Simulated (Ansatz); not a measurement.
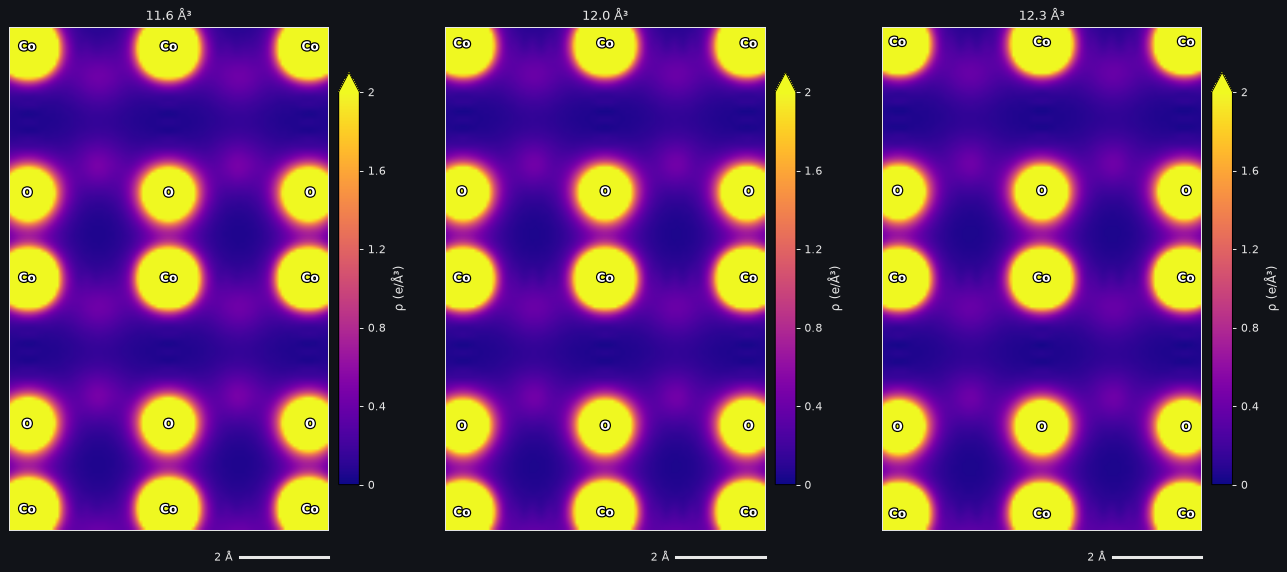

CoO. The valence electron density of cells scaled evenly to different volumes (given per atom above each panel), on the (010) plane of each (indices in the axes of the cell below), at one length scale and on one colour scale.

A structure from a database of computed crystals, not necessarily the ambient phase; the program warned that a starting moment wasn't kept; spin-polarised.

Level of theory: Ansatz 0.2.0, Kohn-Sham DFT of a periodic cell, LDA, Ansatz PAW.

The largest cell:

```xyz
4
Lattice="3.2604 0.0000 0.0000 -1.6302 2.8236 0.0000 0.0000 0.0000 5.3313" Properties=species:S:1:pos:R:3 pbc="T T T"
Co    0.0000    1.8824    2.6835
Co    0.0000    0.0000    0.0185
O     0.0000    1.8824    4.6465
O     0.0000    0.0000    1.9811
```

| volume (Å³/atom) | Co–O contact in the plane (Å) | ρ at its midpoint (e/Å³) | pressure (GPa) | largest moment (μB) | 
| --- | --- | --- | --- | --- |
| 11.58 | 1.925 | 0.716 | −18.0 | 1.98 | 
| 11.81 | 1.938 | ? | ? | ? | 
| 12.04 | 1.951 | 0.672 | −21.3 | 2.06 | 
| 12.27 | 1.963 | 0.651 | −22.7 | 2.09 | 

What values belong in the row with question marks?

Answer. Over the known rows ln ρ falls by 2.49 per Å of Co–O distance (a least-squares line), which gives 0.693 e/Å³ at 1.938 Å; the calculation gives 0.693 e/Å³. For the pressure, a straight line in volume between the neighbouring rows gives −19.7 GPa; the calculation gives −19.7. For the largest moment, a straight line in volume between the neighbouring rows gives 2.02 μB; the calculation gives 2.02.
